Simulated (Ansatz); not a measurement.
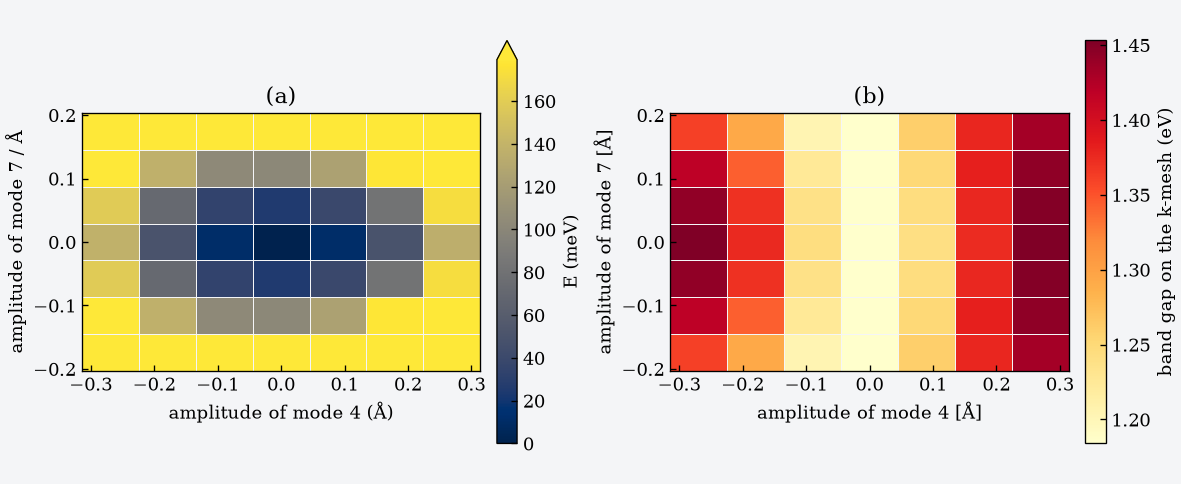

SnO2 (Pnnm, No. 58; 6 atoms in the cell). The energy is mapped over two normal modes frozen in (zone-centre modes of the 6-atom cell of this scan). The first coordinate is: amplitude of mode 4 (103 cm⁻¹), largest displacement; the second: amplitude of mode 7 (224 cm⁻¹), largest displacement. Nothing is relaxed (the cell and all other modes fixed). The scan uses a 7 × 7 grid; 37 points were computed and 12 follow by symmetry. Points are written as (first, second). Energies: meV per cell, counted from the lowest grid point. The calculation used DFT LDA, scalar-relativistic, plane waves, PAW in Ansatz 0.2.0. Settings: cutoff 520 eV, k-mesh 6×6×8 in the order of the run's cell vectors, gaussian smearing 0.05 eV, no spin polarisation.

Panel (a) is the energy and panel (b) the computed band gap on the k-mesh on the same grid.

The picture shows one coloured cell a grid point, one colour for all values above the top of the scale.

**How does the band gap on the k-mesh vary over the map, and what is it at the lowest grid point?**

It runs from 1.18 eV at (0.00 Å, −0.174 Å) to 1.45 eV at (−0.27 Å, 0.000 Å). At the lowest grid point, (0.00 Å, 0.000 Å), it is 1.18 eV.

PAW datasets: the set soft_1.
